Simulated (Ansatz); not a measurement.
## ZnSe: single-point calculation (part 1 of 2)

ZnSe (slab, 12 atoms in the cell), computed with DFT LDA, scalar-relativistic, plane waves, PAW, no spin polarisation (Ansatz 0.2.0).

The structure derives from a Materials Project entry. It belongs to a series of runs on one base structure; here: (1 1 0) slab cut from the bulk. Figures and captions count atoms from 1; the log counts them from 0 in places.

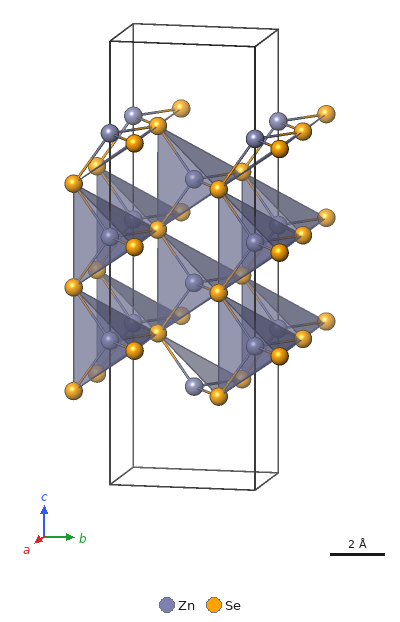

The structure as given in the input (polyhedral view of the cell of the calculation, with the vacuum cut short, seen slightly off an axis; polyhedra are completed across the faces of the cell).

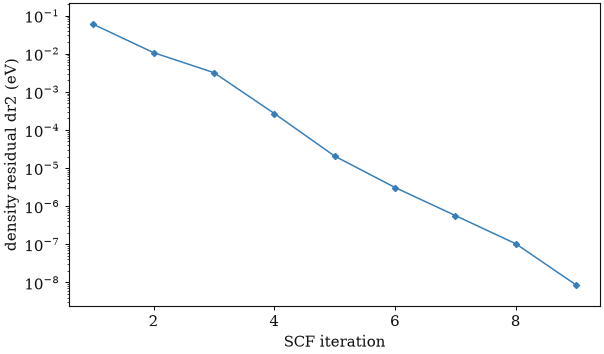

Convergence of the self-consistent field: density residual dr2 against the SCF iteration. The residual falls at every step.

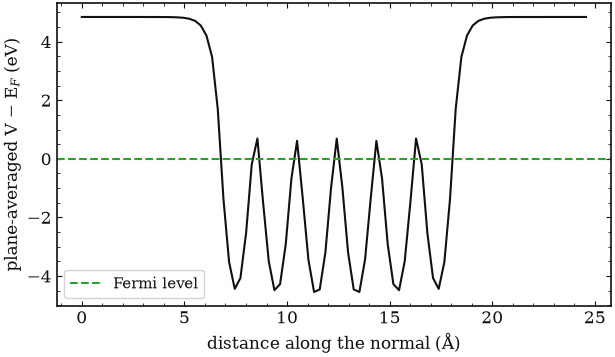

Plane average of the electrostatic potential energy of an electron across the cell, from the Fermi level. The vacuum level lies 4.84 eV above the Fermi level.

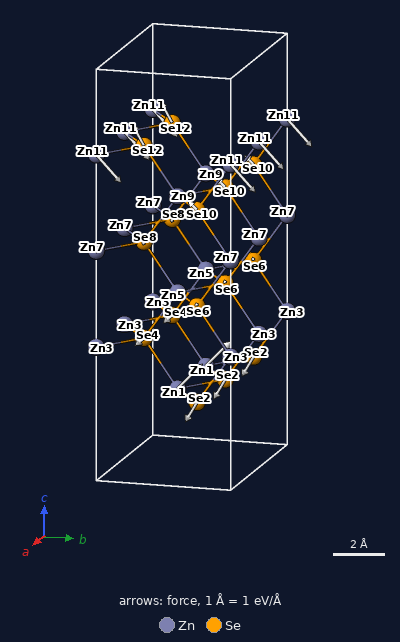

Forces on the atoms as white arrows (ball-and-stick view of the 2 × 1 repeat of the cell, with the vacuum cut short, seen slightly off an axis; atoms are numbered from 1 in the order of the input). The largest act on Zn1, Zn11 (1.53 eV/Å); Se2, Se12 (1.01 eV/Å); Se4, Se10 (0.55 eV/Å). The geometry is not a stationary point of this energy.

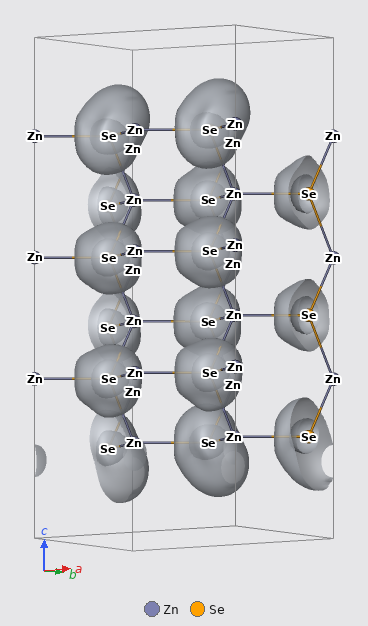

Isosurface of the ELF at 0.7 (grey), seen at an oblique angle. Only the valence region is drawn (cores and ρ < 0.01 e/Å³ removed). Sticks mark near contacts. Counts are for one cell; the picture repeats the cell along the surface. Profiles from the grid: Zn–Se (2.41 Å): the ELF is about 0.60 at the midpoint. The fields are those of the smooth PAW valence density.

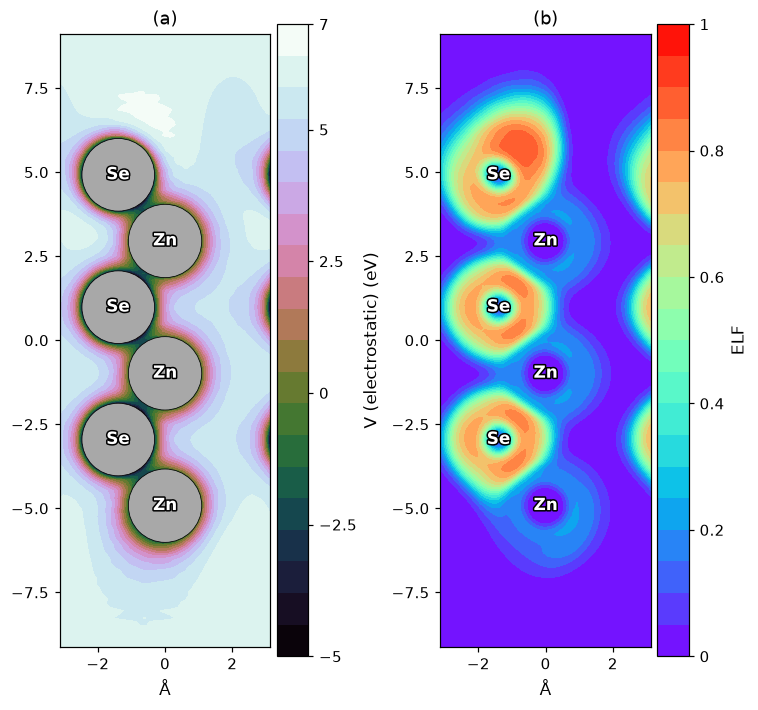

(a) electrostatic potential (local pseudopotential plus Hartree) felt by an electron; (b) electron localisation function on the (100) plane of the calculation cell, a cut from vacuum to vacuum. Grey discs, where drawn, cover atomic cores. Atoms in the plane: Zn and Se. Zn–Se (2.41 Å): the ELF is about 0.60 at the midpoint.

The input and output of the run follow.

**The input**
```yaml
crystal:
  lattice:
    - [3.9368363058, 0.0, 0.0]
    - [0.0, 5.5675272965, 0.0]
    - [0.0, 0.0, 24.8420907645]
  atoms:
    - { symbol: Zn, position: [0.5, 0.5, 0.3019069559] }
    - { symbol: Se, position: [0.0, 0.75, 0.3019069559] }
    - { symbol: Zn, position: [0.0, 0.0, 0.3811441735] }
    - { symbol: Se, position: [0.5, 0.25, 0.3811441735] }
    - { symbol: Zn, position: [0.5, 0.5, 0.4603813912] }
    - { symbol: Se, position: [0.0, 0.75, 0.4603813912] }
    - { symbol: Zn, position: [0.0, 0.0, 0.5396186088] }
    - { symbol: Se, position: [0.5, 0.25, 0.5396186088] }
    - { symbol: Zn, position: [0.5, 0.5, 0.6188558265] }
    - { symbol: Se, position: [0.0, 0.75, 0.6188558265] }
    - { symbol: Zn, position: [0.0, 0.0, 0.6980930441] }
    - { symbol: Se, position: [0.5, 0.25, 0.6980930441] }
basis:
  ecutwfc: 420
kpoints:
  mp_grid: { grid: [7, 5, 1] }
hamiltonian:
  xc: lda
scf:
  occupations: { method: gaussian, width: 0.05 }
output:
  forces: true
  stress: true
  eigenvalues: true
  write_density: true
  write_potential: true
  elf: true
  volumetric_format: npy
efield:
  axis: 3
  dipole_correction: true
  ramp_width: 0.04
```

Command:
```bash
ansatz run input.yaml --threads 4 --pin off --max-ram 8192MiB --backend cpu --events-out ev --progress --plain --runs-dir out
```

**Output**
```
Engine: ansatz 0.2.0, aarch64-unknown-linux-gnu
Pseudopotentials: kind: paw
Pseudopotential: Zn, paw, valence charge 12, recommended cutoff 420 eV (normal), Zn.paw.azcp
Pseudopotential: Se, paw, valence charge 16, recommended cutoff 420 eV (normal), Se.paw.azcp
Functional definition: SPW92
  exchange = slater_x
  correlation = pw_c
Crystal: 12 atoms, lattice volume = 544.500 Å³
Basis set: ecut = 420 eV, 10709 PW (Γ)
Bands: 101, of which v1, the nominal top of the filled ones, is band 84 counted from 1 (83 counted from 0)
Symmetry: 2 space group operations
k-points: 12 of 35 (time reversal used)
Non-local potential: Zn, projectors of the file, l = 0: 2, l = 1: 2, l = 2: 3, l = 3: 1
Non-local potential: Se, projectors of the file, l = 0: 2, l = 1: 2, l = 2: 3, l = 3: 1
PAW form: soft (Blöchl's): semilocal exchange-correlation on the pseudo side does not see the compensation charge
PAW frozen core: Zn, regenerated for the run's functional, and the local potential with it (the file was generated under x = pbe(κ = 0.804, μ = 0.2195149727645171), c = pbe(β = 0.06672455060314922))
PAW frozen core: Se, regenerated for the run's functional, and the local potential with it (the file was generated under x = pbe(κ = 0.804, μ = 0.2195149727645171), c = pbe(β = 0.06672455060314922))
PAW one-centre angular grid: Zn, 590 points (default); XC on 64 Gauss nodes
PAW one-centre angular grid: Se, 590 points (default); XC on 64 Gauss nodes
Initial density: superposition of atomic densities (neutral atoms: chi_scale 0, normalization atom), corrected by the library's trained network
Initial wavefunctions: pseudopotential atomic-orbital guess
Functional: x = slater, c = lda
```
